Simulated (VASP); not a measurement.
## Single-point calculation of MoS$_{2}$ (part 1 of 2)

MoS$_{2}$ (P6₃/mmc, 6 atoms in the cell), computed with Kohn-Sham DFT of a periodic cell, PBEsol, VASP PAW PBE potentials, recommended, spin-polarised (VASP 6.6.1).

The structure derives from an entry of the Crystallography Open Database. It belongs to a series of runs on one base structure; here: from atoms, symmetry kept, no search.

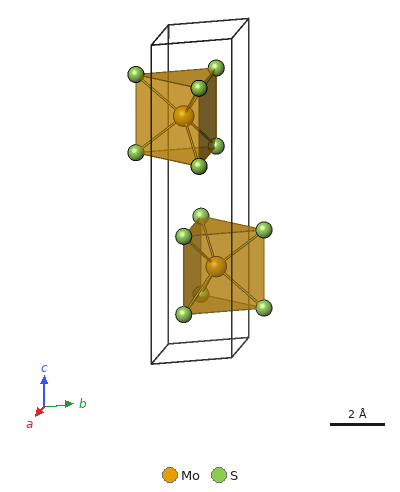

*The structure as given in the input (polyhedral view of the cell of the calculation, seen slightly off an axis; polyhedra are completed across the faces of the cell). An atom can appear more than once, as a periodic image.*

Results in brief

| quantity | value |
| --- | --- |
| outcome | converged |
| space group (tolerance 0.01 Å) | P6₃/mmc (194) |
| electrons treated | 52 |
| free energy | −46.8132 eV |
| gap on the k-point mesh | 0.98 eV |
| net moment of the cell | 0.00 μB |
| pressure | 3.84 GPa |
| largest force (length of the vector) | 0.935 eV/Å |
| hardware | 1 thread of Intel Xeon (Sapphire Rapids), 256 GiB of memory available, shared host |
| wall time | 1.7 min |
| peak memory | 0.3 GiB |

INCAR
```
ALGO = Normal
EDIFF = 1E-6
ENCUT = 520
GGA = PS
ISIF = 2
ISMEAR = 0
ISPIN = 2
LASPH = True
LCHARG = False
LMAXMIX = 4
LORBIT = 11
LREAL = False
LWAVE = False
MAGMOM = 2 2 0 0 0 0
NBANDS = 39
NELM = 150
PREC = Accurate
SIGMA = 0.05
```

KPOINTS
```
k-points
0
Gamma
  7 7 2
```

POSCAR
```
MoS2
1.0
    3.1610015200      0.0000000000      0.0000000000
   -1.5805007600      2.7375076200      0.0000000000
    0.0000000000      0.0000000000     12.2949997000
Mo S
2 4
Direct
    0.3333333333      0.6666666667      0.2500000000
    0.6666666667      0.3333333333      0.7500000000
    0.3333333333      0.6666666667      0.6275000000
    0.6666666667      0.3333333333      0.1275000000
    0.3333333333      0.6666666667      0.8725000000
    0.6666666667      0.3333333333      0.3725000000
```

Command:
```bash
cat potpaw_PBE.64/Mo_sv/POTCAR potpaw_PBE.64/S/POTCAR > POTCAR
mpirun -np 1 vasp_std > vasp.out
```

OSZICAR
```
N       E                     dE             d eps       ncg     rms          rms(c)
DAV:   1     0.436950183475E+03    0.43695E+03   -0.28825E+04  2712   0.127E+03
DAV:   2    -0.279211911462E+02   -0.46487E+03   -0.44694E+03  3005   0.342E+02
DAV:   3    -0.482966122505E+02   -0.20375E+02   -0.20029E+02  3096   0.670E+01
DAV:   4    -0.486167016367E+02   -0.32009E+00   -0.31980E+00  3022   0.877E+00
DAV:   5    -0.486223087851E+02   -0.56071E-02   -0.56066E-02  3054   0.115E+00    0.411E+01
DAV:   6    -0.467794630252E+02    0.18428E+01   -0.11226E+01  2759   0.197E+01    0.156E+01
DAV:   7    -0.468199907104E+02   -0.40528E-01   -0.32826E+00  2674   0.111E+01    0.116E+01
DAV:   8    -0.467447468895E+02    0.75244E-01   -0.43486E-01  2917   0.359E+00    0.437E+00
DAV:   9    -0.467990108512E+02   -0.54264E-01   -0.17669E-01  2884   0.217E+00    0.142E+00
DAV:  10    -0.468092835894E+02   -0.10273E-01   -0.27508E-02  2885   0.999E-01    0.654E-01
DAV:  11    -0.468124836184E+02   -0.32000E-02   -0.38352E-03  3145   0.264E-01    0.142E-01
DAV:  12    -0.468130785573E+02   -0.59494E-03   -0.58030E-04  3081   0.111E-01    0.111E-01
DAV:  13    -0.468131317759E+02   -0.53219E-04   -0.54643E-05  3036   0.319E-02    0.450E-02
DAV:  14    -0.468132396792E+02   -0.10790E-03   -0.63920E-05  2918   0.293E-02    0.210E-02
DAV:  15    -0.468132482016E+02   -0.85224E-05   -0.10236E-05  2899   0.148E-02    0.603E-03
DAV:  16    -0.468132483889E+02   -0.18735E-06   -0.93037E-07  1946   0.472E-03
   1 F= -.46813248E+02 E0= -.46813248E+02  d E =-.955515E-28  mag=     0.0001
```

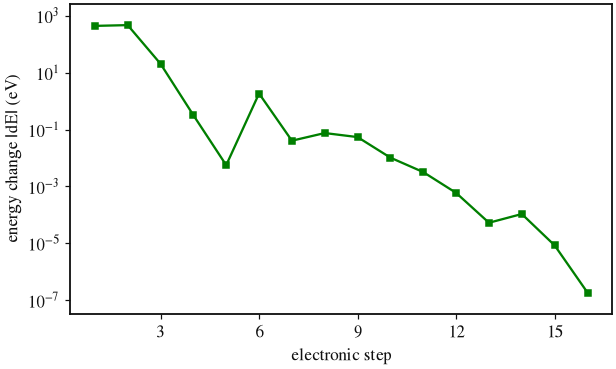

*Convergence of the self-consistent field: energy change |dE| against the electronic step.*

It takes 16 electronic steps. The density is held fixed in the first few steps, and dE rises again when its update begins.

Parts of OUTCAR
```
EDIFF = 1E-6
   ENCUT = 520
   GGA = PS
   ISIF = 2
   ISMEAR = 0
   ISPIN = 2
   LASPH = True
   LORBIT = 11
   LREAL = False
   NELM = 150
   PREC = Accurate

 ion  position               nearest neighbor table
   1  0.333  0.667  0.250-   4 2.37   6 2.37   4 2.37   6 2.37   4 2.37   6 2.37
   2  0.667  0.333  0.750-   3 2.37   5 2.37   3 2.37   5 2.37   3 2.37   5 2.37
   3  0.333  0.667  0.627-   2 2.37   2 2.37   2 2.37
   4  0.667  0.333  0.127-   1 2.37   1 2.37   1 2.37
   5  0.333  0.667  0.873-   2 2.37   2 2.37   2 2.37
   6  0.667  0.333  0.373-   1 2.37   1 2.37   1 2.37

  LATTYP: Found a hexagonal cell.
 ALAT       =     3.1610015200
 C/A-ratio  =     3.8895899360

  Lattice vectors:

 A1 = (   3.1610015200,   0.0000000000,   0.0000000000)
 A2 = (  -1.5805007600,   2.7375076200,   0.0000000000)
 A3 = (   0.0000000000,   0.0000000000,  12.2949997000)

Analysis of symmetry for initial positions (statically):
=====================================================================
 Subroutine PRICEL returns:
 Original cell was already a primitive cell.

 Routine SETGRP: Setting up the symmetry group for a
 hexagonal supercell.

 Subroutine GETGRP returns: Found 24 space group operations
 (whereof 12 operations were pure point group operations)
 out of a pool of 24 trial point group operations.

The static configuration has the point symmetry D_3d.
 The point group associated with its full space group is D_6h.

Analysis of symmetry for dynamics (positions and initial velocities):
=====================================================================
 Subroutine PRICEL returns:
 Original cell was already a primitive cell.

 Routine SETGRP: Setting up the symmetry group for a
 hexagonal supercell.

 Subroutine GETGRP returns: Found 24 space group operations
 (whereof 12 operations were pure point group operations)
 out of a pool of 24 trial point group operations.

The dynamic configuration has the point symmetry D_3d.
 The point group associated with its full space group is D_6h.

Analysis of structural, dynamic, and magnetic symmetry:
=====================================================================
 Subroutine PRICEL returns:
 Original cell was already a primitive cell.

 Routine SETGRP: Setting up the symmetry group for a
 hexagonal supercell.

 Subroutine GETGRP returns: Found 24 space group operations
 (whereof 12 operations were pure point group operations)
 out of a pool of 24 trial point group operations.

The overall configuration has the point symmetry D_3d.
 The point group associated with its full space group is D_6h.

 Subroutine INISYM returns: Found 24 space group operations
 (whereof 12 operations are pure point group operations),
 and found     1 'primitive' translations

----------------------------------------------------------------------------------------

                                     Primitive cell

  volume of cell :     106.3919

  direct lattice vectors                    reciprocal lattice vectors
     3.161001520  0.000000000  0.000000000     0.316355432  0.182647893  0.000000000
    -1.580500760  2.737507620  0.000000000     0.000000000  0.365295787  0.000000000
     0.000000000  0.000000000 12.294999700     0.000000000  0.000000000  0.081333878

  length of vectors
     3.161001520  3.161001522 12.294999700     0.365295787  0.365295787  0.081333878

  position of ions in fractional coordinates (direct lattice)
     0.333333333  0.666666667  0.250000000
     0.666666667  0.333333333  0.750000000
     0.333333333  0.666666667  0.627500000
     0.666666667  0.333333333  0.127500000
     0.333333333  0.666666667  0.872500000
     0.666666667  0.333333333  0.372500000

  ion indices of the primitive-cell ions
   primitive index   ion index
                 1           1
                 2           2
                 3           3
                 4           4
                 5           5
                 6           6

----------------------------------------------------------------------------------------

 KPOINTS: k-points

Automatic generation of k-mesh.
 Grid dimensions read from file:
 generate k-points for:    7    7    2

 Generating k-lattice:

  Cartesian coordinates                     Fractional coordinates (reciprocal lattice)
     0.045193633  0.026092556  0.000000000     0.142857143 -0.000000000  0.000000000
     0.000000000  0.052185112  0.000000000     0.000000000  0.142857143  0.000000000
     0.000000000  0.000000000  0.040666939     0.000000000  0.000000000  0.500000000

  Length of vectors
     0.052185112  0.052185112  0.040666939

  Shift w.r.t. Gamma in fractional coordinates (k-lattice)
     0.000000000  0.000000000  0.000000000

 Subroutine IBZKPT returns following result:
 ===========================================

 Found     16 irreducible k-points:

 Following reciprocal coordinates:
            Coordinates               Weight
  0.000000  0.000000  0.000000      1.000000
  0.142857  0.000000  0.000000      6.000000
  0.285714  0.000000  0.000000      6.000000
  0.428571  0.000000  0.000000      6.000000
  0.142857  0.142857  0.000000      6.000000
  0.285714  0.142857  0.000000     12.000000
  0.428571  0.142857  0.000000      6.000000
  0.285714  0.285714  0.000000      6.000000
  0.000000  0.000000  0.500000      1.000000
  0.142857  0.000000  0.500000      6.000000
  0.285714  0.000000  0.500000      6.000000
  0.428571  0.000000  0.500000      6.000000
  0.142857  0.142857  0.500000      6.000000
  0.285714  0.142857  0.500000     12.000000
  0.428571  0.142857  0.500000      6.000000
  0.285714  0.285714  0.500000      6.000000
   k-points           NKPTS =     16   k-points in BZ     NKDIM =     16   number of bands    NBANDS=     39
   number of dos      NEDOS =    301   number of ions     NIONS =      6
   total plane-waves  NPLWV =  55296
   dimension x,y,z NGX =    24 NGY =   24 NGZ =   96
   dimension x,y,z NGXF=    48 NGYF=   48 NGZF=  192
   ions per type =               2   4
   NGX,Y,Z   is equivalent  to a cutoff of  12.62, 12.62, 12.98 a.u.
   NGXF,Y,Z  is equivalent  to a cutoff of  25.24, 25.24, 25.96 a.u.
 SYSTEM =  unknown system
   PREC   = accura    normal or accurate (medium, high low for compatibility)
   ISTART =      0    job   : 0-new  1-cont  2-samecut
   ICHARG =      2    charge: 1-file 2-atom 10-const
   ISPIN  =      2    spin polarized calculation?
   LNONCOLLINEAR =      F non collinear calculations
   LSORBIT =      F    spin-orbit coupling
   LASPH  =      T    aspherical Exc in radial PAW
   ENCUT  =  520.0 eV  38.22 Ry    6.18 a.u.   5.88  5.88 22.86*2*pi/ulx,y,z
   NELM   =    150;   NELMIN=  2; NELMDL= -5     # of ELM steps
   EDIFF  = 0.1E-05   stopping-criterion for ELM
   LREAL  =      F    real-space projection
   EDIFFG = 0.1E-04   stopping-criterion for IOM
   NSW    =      0    number of steps for IOM
   IBRION =     -1    ionic relax: 0-MD 1-quasi-New 2-CG
   NFREE  =      0    steps in history (QN), initial steepest desc. (CG)
   ISIF   =      2    stress and relaxation
   ISYM   =      2    0-nonsym 1-usesym 2-fastsym
   POTIM  = 0.5000    time-step for ionic-motion
   TEBEG  =    0.0;   TEEND  =   0.0 temperature during run
   PSTRESS=    0.0 pullay stress
   NELECT =      52.0000    total number of electrons
   NUPDOWN=      -1.0000    fix difference up-down
   EMIN   =  10.00;   EMAX   =-10.00  energy-range for DOS
   EFERMI =   0.00;   METHOD = LEGACY
   ISMEAR =     0;   SIGMA  =   0.05  broadening in eV -4-tet -1-fermi 0-gaus
   EFERMI_NEDOS =   21; number of points for ismear=-14 and -15
   IALGO  =     38    algorithm
   IMIX   =      4    mixing-type and parameters
     AMIX     =   0.40;   BMIX     =  1.00
     AMIX_MAG =   1.60;   BMIX_MAG =  1.00
  volume/ion in A,a.u.               =      17.73       119.66
  Fermi-wavevector in a.u.,A,eV,Ry     =   1.289555  2.436905 22.625825  1.662951
  Thomas-Fermi vector in A             =   2.421440
   LORBIT       =     11    0 simple, 1 ext, 2 COOP (PROOUT), +10 PAW based schemes
   GGA     = PS    functional components
   LHFCALC =     F    Hartree Fock is set to
   AEXX    =    0.0000 exact exchange contribution
   IVDW    =     0    specifies the selected vdW correction
   LEPSILON=     F    determine dielectric tensor
   LRPA    =     F    only Hartree local field effects (RPA)
 spin polarized calculation
 Gauss-broadening in eV      SIGMA  =   0.05
  energy-cutoff  :      520.00
  volume of cell :      106.39
 maximum number of plane-waves:      2894
 NGX is ok and might be reduce to    24
   NGX = 11   NGY = 11   NGZ = 45

 number of electron      51.9999998 magnetization       0.0003614

 Free energy of the ion-electron system (eV)
  ---------------------------------------------------
  ext. energy  EPLUGINS =         0.00000000
  ---------------------------------------------------
  free energy    TOTEN  =       -46.81324839 eV

  energy without entropy =      -46.81324839  energy(sigma->0) =      -46.81324839

 E-fermi :   8.0366     XC(G=0): -10.9597     alpha+bet :-13.5683

 val. band max:        7.6612805096   @ k =   0.0000   0.0000   0.0000
 cond. band min:       8.6442277716   @ k =   0.2857   0.2857   0.0000
 fundamental gap:      0.9829472620
 Fermi energy:         8.0366492433

 spin component 1

 k-point     1 :       0.0000    0.0000    0.0000
  band No.  band energies     occupation
      1     -53.8973      1.00000
      2     -53.8973      1.00000
      3     -28.1089      1.00000
      4     -28.1088      1.00000
      5     -27.8851      1.00000
      6     -27.8851      1.00000
      7     -27.8850      1.00000
      8     -27.8850      1.00000
      9      -7.6456      1.00000
     10      -7.4333      1.00000
     11      -6.1907      1.00000
     12      -5.8082      1.00000
     13       0.4321      1.00000
     14       1.3517      1.00000
     15       3.8529      1.00000
     16       3.8529      1.00000
     17       3.8624      1.00000
     18       3.8624      1.00000
     19       4.1708      1.00000
     20       5.0647      1.00000
     21       5.0647      1.00000
     22       5.1006      1.00000
     23       5.1006      1.00000
     24       6.3495      1.00000
     25       6.4986      1.00000
     26       7.6613      1.00000
     27       9.6477      0.00000
     28       9.6477      0.00000
     29       9.6631      0.00000
     30       9.6631      0.00000
     31       9.9946      0.00000
     32       9.9946      0.00000
     33      10.1441      0.00000
     34      10.1441      0.00000
     35      12.9084      0.00000
     36      12.9778      0.00000
     37      15.6576      0.00000
     38      15.7728      0.00000

 k-point     2 :       0.1429    0.0000    0.0000
  band No.  band energies     occupation
      1     -53.8893      1.00000
      2     -53.8893      1.00000
      3     -28.0926      1.00000
      4     -28.0925      1.00000
      5     -27.9664      1.00000
      6     -27.9664      1.00000
      7     -27.9034      1.00000
      8     -27.9034      1.00000
      9      -7.3323      1.00000
     10      -7.1239      1.00000
     11      -6.0637      1.00000
     12      -5.7168      1.00000
     13       0.7567      1.00000
     14       1.6498      1.00000
     15       3.2708      1.00000
     16       3.3082      1.00000
     17       3.4738      1.00000
     18       4.1749      1.00000
     19       4.1962      1.00000
     20       4.2155      1.00000
     21       4.6194      1.00000
     22       4.6645      1.00000
     23       5.4202      1.00000
     24       6.4495      1.00000
     25       6.4867      1.00000
     26       7.0260      1.00000
     27       9.3217      0.00000
     28       9.4091      0.00000
     29       9.6110      0.00000
     30       9.6317      0.00000
     31       9.8000      0.00000
     32       9.8202      0.00000
     33      10.1318      0.00000
     34      10.2226      0.00000
     35      14.1853      0.00000
     36      14.2737      0.00000
     37      15.9153      0.00000
     38      16.5071      0.00000

 k-point     3 :       0.2857    0.0000    0.0000
  band No.  band energies     occupation
      1     -53.8711      1.00000
      2     -53.8711      1.00000
      3     -28.1455      1.00000
      4     -28.1455      1.00000
      5     -28.0559      1.00000
      6     -28.0558      1.00000
      7     -27.9443      1.00000
      8     -27.9443      1.00000
      9      -6.5405      1.00000
     10      -6.3578      1.00000
     11      -5.7439      1.00000
     12      -5.4960      1.00000
     13       1.1354      1.00000
     14       1.6206      1.00000
     15       2.5229      1.00000
     16       2.5518      1.00000
     17       2.9677      1.00000
     18       2.9853      1.00000
     19       3.8703      1.00000
     20       3.9263      1.00000
     21       4.9367      1.00000
     22       4.9998      1.00000
     23       5.1553      1.00000
     24       5.7997      1.00000
     25       5.8112      1.00000
     26       5.9837      1.00000
     27       8.8882      0.00000
     28       9.1239      0.00000
     29       9.2947      0.00000
     30       9.7254      0.00000
     31       9.8464      0.00000
     32      10.5207      0.00000
     33      10.8713      0.00000
     34      11.1125      0.00000
     35      14.8499      0.00000
     36      15.0144      0.00000
     37      15.2020      0.00000
     38      15.5772      0.00000
```
